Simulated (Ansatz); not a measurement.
**TaN: one change and its effect**

System: TaN (2 atoms in the cell).
Method of the first run: DFT, LDA, PAW with Ansatz's default frozen-core files, scalar-relativistic, no spin polarisation (Ansatz 0.2.0).

The structure derives from a Materials Project entry. Text and figures count atoms from 1; the logs count them from 0 in places.

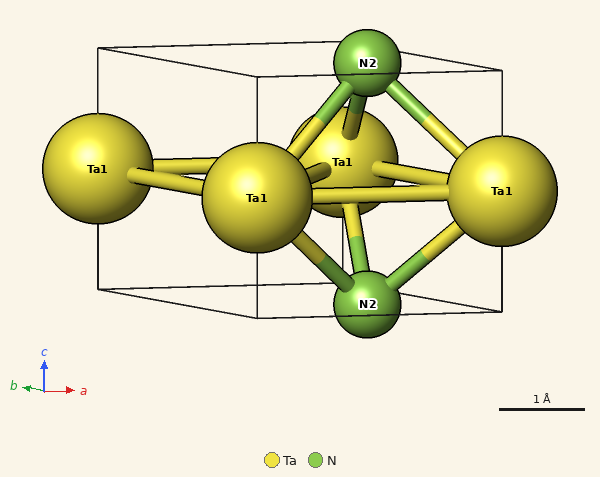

Figure 1. The input geometry (ball-and-stick view of the cell of the calculation, seen at an oblique angle; atoms are numbered from 1 in the order of the input).

Input file, the first run:
```yaml
crystal:
  lattice:
    - [2.9399421781, 0.0, 0.0]
    - [-1.4699710891, 2.5460646119, 0.0]
    - [0.0, 0.0, 2.89017508]
  atoms:
    - { symbol: Ta, position: [0.0, 0.0, 0.5] }
    - { symbol: "N", position: [0.6666666667, 0.3333333333, 0.0] }
kpoints:
  mp_grid: { grid: [13, 13, 11] }
  band_path:
    path:
      - [0.0, 0.0, 0.0]
      - [0.5, 0.0, 0.0]
      - [0.3333333333, 0.3333333333, 0.0]
      - [0.0, 0.0, 0.0]
      - [0.0, 0.0, 0.5]
      - [0.5, 0.0, 0.5]
      - [0.3333333333, 0.3333333333, 0.5]
      - [0.0, 0.0, 0.5]
      - [0.5, 0.0, 0.5]
    npoints: 5
scf:
  occupations: { method: fermi_dirac, width: 0.05 }
hamiltonian:
  xc: lda
  pseudopotentials: { kind: paw }
output:
  forces: true
  stress: true
  eigenvalues: true
  efg: { contact_densities: true }
```

Launched with:
```bash
ansatz run input.yaml --threads 1 --pin off --max-ram 2048MiB --backend cpu --events-out ev --progress --plain --runs-dir out
```

Hardware: 1 thread of Arm Neoverse V1, 24 GiB of memory available, shared host.

Output, shortened to warnings, some set-up lines, iterations and results (the first run):
```
Basis set: ecut = 420 eV, 405 PW (Γ)
Symmetry: 12 space group operations
k-points: 126 of 1859 (time reversal used)
Initial density: superposition of atomic densities (neutral atoms: chi_scale 0, normalization atom), corrected by the library's trained network
[...]
SCF iter   1: F=—  HF=-10059.254472 eV  |F-HF|=—  |Δ(HF+E_count)|=         —  Δρ=1.52e-2  dr2=5.24e-2  ethr=1.77e-3  ⟨swp⟩=6.1  Hψ=8472  notcnv=0
SCF iter   2: F=—  HF=-10059.249118 eV  |F-HF|=—  |Δ(HF+E_count)|=   5.35e-3  Δρ=9.94e-3  dr2=2.58e-2  ethr=2.91e-4  ⟨swp⟩=1.0  Hψ=2646  notcnv=0
SCF iter   3: F=—  HF=-10059.243101 eV  |F-HF|=—  |Δ(HF+E_count)|=   6.02e-3  Δρ=1.27e-3  dr2=1.70e-4  ethr=1.43e-4  ⟨swp⟩=2.2  Hψ=2618  notcnv=0
SCF iter   4: F=—  HF=-10059.243028 eV  |F-HF|=—  |Δ(HF+E_count)|=   7.37e-5  Δρ=2.69e-4  dr2=8.14e-6  ethr=9.45e-7  ⟨swp⟩=2.1  Hψ=2677  notcnv=0
SCF iter   5: F=—  HF=-10059.243022 eV  |F-HF|=—  |Δ(HF+E_count)|=   5.50e-6  Δρ=2.47e-5  dr2=6.13e-8  ethr=4.52e-8  ⟨swp⟩=3.0  Hψ=2657  notcnv=0
SCF iter   6: F=-10059.243022 eV  HF=-10059.243022 eV  |F-HF|=1.27e-11  |Δ(HF+E_count)|=   2.09e-8  Δρ=3.91e-6  dr2=1.01e-9  ethr=3.40e-10  ⟨swp⟩=2.7  Hψ=6122  notcnv=0
SCF 1 converged in 6 iterations: F = -10059.243022 eV  dr2 = 1.01e-9
NSCF: frozen V_eff on 41 k-points
SCF converged after 6 iterations
Free energy (F): -10059.243022 eV
Harris-Foulkes:  -10059.243022 eV  (|F-HF|=1.27e-11)
Internal energy: -10059.242321 eV  (E = F + TS)
E sigma→0 (E₀):  -10059.242671 eV
Entropy (-TS):   -0.000701 eV (-0.351 meV/atom)
Fermi energy:    19.780595 eV
--- Per-component energies (eV) ---
  E_band       = -59.192996
  E_kinetic    = 498.733639
  E_local      = -612.108382  (includes V_loc(G=0)·N_el)
  E_nonlocal   = 66.669199
  E_hartree    = 203.939787
  E_xc         = -277.603585
  E_vxc        = -281.724550  (∫ρ·V_xc dr)
  E_paw        = -8267.231995  (= ΣΔE_a)
  E_vpaw       = -138.642417  (= ΣTr[D̂ρ^β])
  E_aug_tail   = 0.000194  (compensation charges beyond the density's cutoff)
  E_ewald      = -1671.980123
  E_core_change = 0.338947  (= ΣΔE_core)
  E_smearing   = -0.000701  (= −TS)
  E_closure    = 0.000000  (closes the sum)
  Σ components = -10059.243022   (vs F -10059.243022, Δ=0.00e0)
--- Forces (eV/Å), atoms counted from 1 ---
  atom   1  Ta     0.00000000    -0.00000000    -0.00000000
  atom   2  N      0.00000000    -0.00000000    -0.00000000
  max |Σ_I F_I| component: 2.22e-16 eV/Å
--- Stress (GPa, compression-positive) ---
      -11.934942       0.000000       0.000000
        0.000000     -11.934942       0.000000
        0.000000       0.000000     -14.712997
  P = ⅓ Tr σ = -12.8610 GPa (-128.610 kbar)
--- PAW observables at the nuclei: V_zz in 10²¹ V/m², potentials from the cell's mean, atoms counted from 1 ---
  atom   1  Ta V_zz =    +5.234067   η = 0.0000   by run symmetry: allowed
            electrostatic potential = -14501.110089 V   contact ρ = 8123651.207747 e/Å³
  atom   2  N  V_zz =    +0.093817   η = 0.0000   by run symmetry: allowed
            electrostatic potential = -529.066214 V   contact ρ = 1390.388498 e/Å³
```

For the second run the input was changed thus:
```diff
-  xc: lda
+  xc: pbe
```

What does this change do to the results?

The total energies belong to different methods, so their difference says nothing on which is more stable or more accurate. The pressure goes from −12.86 to 3.29 GPa. The functional changes from LDA to PBE. Along LDA, PBEsol, PBE and RPBE the binding weakens and the preferred volume grows, so the same cell is under more pressure with the later ones. The number of SCF iterations is the same.

Output, shortened to warnings, some set-up lines, iterations and results (the second run):
```
Basis set: ecut = 420 eV, 405 PW (Γ), exchange–correlation on 40×40×40 points (8 copies of the dense FFT grid, shifted against one another)
Symmetry: 12 space group operations
k-points: 126 of 1859 (time reversal used)
Initial density: superposition of atomic densities (neutral atoms: chi_scale 0, normalization atom), corrected by the library's trained network
[...]
SCF iter   1: F=—  HF=-10318.525496 eV  |F-HF|=—  |Δ(HF+E_count)|=         —  Δρ=7.90e-3  dr2=5.81e-3  ethr=1.77e-3  ⟨swp⟩=6.0  Hψ=8373  notcnv=0
SCF iter   2: F=—  HF=-10318.526916 eV  |F-HF|=—  |Δ(HF+E_count)|=   1.42e-3  Δρ=4.86e-3  dr2=2.83e-3  ethr=3.23e-5  ⟨swp⟩=2.0  Hψ=3000  notcnv=0
SCF iter   3: F=—  HF=-10318.527265 eV  |F-HF|=—  |Δ(HF+E_count)|=   3.50e-4  Δρ=7.73e-4  dr2=4.88e-5  ethr=1.57e-5  ⟨swp⟩=2.3  Hψ=2466  notcnv=0
SCF iter   4: F=—  HF=-10318.527269 eV  |F-HF|=—  |Δ(HF+E_count)|=   4.26e-6  Δρ=1.18e-4  dr2=1.96e-6  ethr=2.71e-7  ⟨swp⟩=2.0  Hψ=2737  notcnv=0
SCF iter   5: F=-10318.527269 eV  HF=-10318.527269 eV  |F-HF|=3.48e-8  |Δ(HF+E_count)|=   3.12e-7  Δρ=2.02e-5  dr2=8.13e-8  ethr=1.09e-8  ⟨swp⟩=2.2  Hψ=2256  notcnv=0
SCF iter   6: F=-10318.527269 eV  HF=-10318.527269 eV  |F-HF|=4.07e-10  |Δ(HF+E_count)|=  9.40e-10  Δρ=4.64e-6  dr2=2.38e-9  ethr=4.52e-10  ⟨swp⟩=2.7  Hψ=5920  notcnv=0
SCF 1 converged in 6 iterations: F = -10318.527269 eV  dr2 = 2.38e-9
NSCF: frozen V_eff on 41 k-points
SCF converged after 6 iterations
Free energy (F): -10318.527269 eV
Harris-Foulkes:  -10318.527269 eV  (|F-HF|=4.07e-10)
Internal energy: -10318.526681 eV  (E = F + TS)
E sigma→0 (E₀):  -10318.526975 eV
Entropy (-TS):   -0.000588 eV (-0.294 meV/atom)
Fermi energy:    20.181443 eV
--- Per-component energies (eV) ---
  E_band       = -53.454852
  E_kinetic    = 499.515594
  E_local      = -605.501477  (includes V_loc(G=0)·N_el)
  E_nonlocal   = 59.718390
  E_hartree    = 203.997665
  E_xc         = -280.041137
  E_vxc        = -282.491571  (∫ρ·V_xc dr)
  E_paw        = -8524.235796  (= ΣΔE_a)
  E_vpaw       = -132.690302  (= ΣTr[D̂ρ^β])
  E_aug_tail   = 0.000203  (compensation charges beyond the density's cutoff)
  E_ewald      = -1671.980123
  E_smearing   = -0.000588  (= −TS)
  E_closure    = 0.000000  (closes the sum)
  Σ components = -10318.527269   (vs F -10318.527269, Δ=0.00e0)
--- Forces (eV/Å), atoms counted from 1 ---
  atom   1  Ta     0.00000000     0.00000000    -0.00000000
  atom   2  N      0.00000000     0.00000000    -0.00000000
  max |Σ_I F_I| component: 2.59e-16 eV/Å
--- Stress (GPa, compression-positive) ---
        3.336220       0.000000       0.000000
        0.000000       3.336220       0.000000
        0.000000       0.000000       3.197933
  P = ⅓ Tr σ = 3.2901 GPa (32.901 kbar)
--- PAW observables at the nuclei: V_zz in 10²¹ V/m², potentials from the cell's mean, atoms counted from 1 ---
  atom   1  Ta V_zz =    +5.412694   η = 0.0000   by run symmetry: allowed
            electrostatic potential = -14501.000084 V   contact ρ = 8154446.026845 e/Å³
  atom   2  N  V_zz =    +0.138464   η = 0.0000   by run symmetry: allowed
            electrostatic potential = -529.339874 V   contact ρ = 1414.082720 e/Å³
```

The two runs side by side:

| quantity | the first run | the second run |
| --- | --- | --- |
| outcome | converged | converged |
| free energy per atom (eV) | −5029.6215 | −5159.2636 |
| pressure (GPa) | −12.86 | 3.29 |
| largest force (eV/Å) | 0.000 | 0.000 |
| SCF iterations | 6 | 6 |
| irreducible k-points | 126 | 126 |
| plane waves at Γ | 405 | 405 |
| wall time (shared host) | 6.3 s | 6.6 s |

For both runs: Warnings: the field gradients leave out spin–orbit coupling. Spin–orbit coupling is left out, which matters for Ta. For the first run: The cell is under a tension of 12.9 GPa at this level, so it is not at its equilibrium volume.
